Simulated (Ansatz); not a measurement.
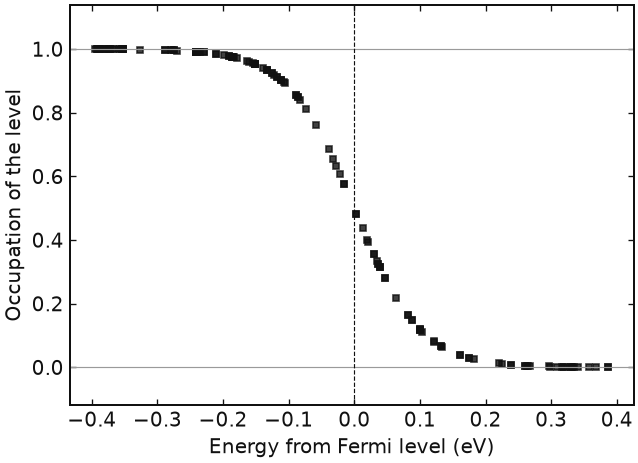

Occupations of the one-electron levels of the k mesh against their energy, from a run on FeSi, space group P2_13 (No. 198), 8 atoms in the cell, with Ansatz.

Question: Which smearing scheme was used (Fermi-Dirac, Gaussian, Methfessel-Paxton or cold), and about what width?

Answer: Fermi-Dirac smearing with a width of 0.05 eV. The occupations stay between 0 and 1 and have long exponential tails; the slope at the Fermi level is 1/(4 × width).
